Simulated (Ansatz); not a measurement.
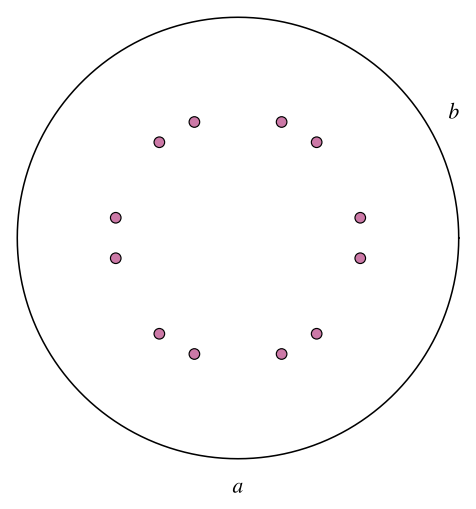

Stereographic projection: filled dots lie in the upper hemisphere, open rings in the lower. The c axis points at the viewer. The poles are all faces of one general form. Computed from the symmetry operations of a computed or model structure of composition MgO.

**Name the crystal class.**

6mm (C6v), order 12, hexagonal system: one sixfold axis, six mirror planes.

**Can such a crystal be piezoelectric, pyroelectric or chiral?**

It is not centrosymmetric; polar, so pyroelectricity and piezoelectricity are allowed; it is not chiral.
